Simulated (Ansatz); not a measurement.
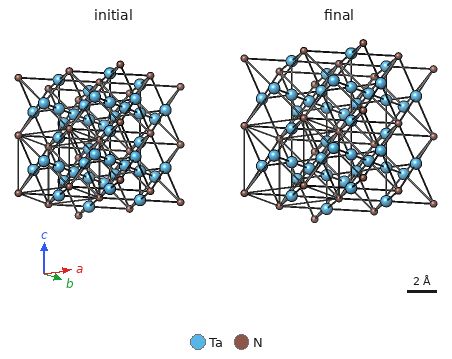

The structure of solid Ta4N (a generated structure, set up in Pm-3m) (coarse preliminary run) before (left) and after (right) a relaxation, at one scale.

The picture is a ball-and-stick view of the cell of the calculation, repeated 2 × 2 × 2 with one cell outlined, seen from a free direction.

These are results of DFT PBE, scalar-relativistic, plane waves, PAW (Ansatz), not measurements. Settings: plane-wave cutoff 420 eV; k-point mesh 4 × 4 × 4; occupations gaussian; smearing width 0.1 eV; no spin polarisation; cell and atoms relaxed; force threshold 0.04 eV/Å; at most 70 steps.

### What changed between the two?

The energy falls by 2194 meV per atom in 5 accepted moves (7 points after the start). All forces vanish by symmetry, so only the cell relaxes. The pressure goes from 128.37 to 0.07 GPa. The SCF was repeated twice at an unchanged geometry on a basis and grid sized afresh for the cell, which shifted the energy by 42.7 meV per atom at most. No atom moves by more than 0.005 Å relative to the cell. Cell: a = b = c 4.164 → 4.858 Å (+16.7 %). Volume +58.8 %. Some distances before and after: N–Ta 2.944 → 3.435 Å, Ta–Ta 2.944 → 3.435 Å, Ta–Ta 2.082 → 2.429 Å. The space group stays Pm-3m (No. 221). The run took 17 s on 1 thread of Intel(R) Xeon(R) Platinum 8259CL CPU @ 2.50GHz (Skylake/Cascade Lake) (shared host), peak memory 0.44 GiB.

Limits of the set-up: the k-point mesh is coarse for a cell with partly filled bands.
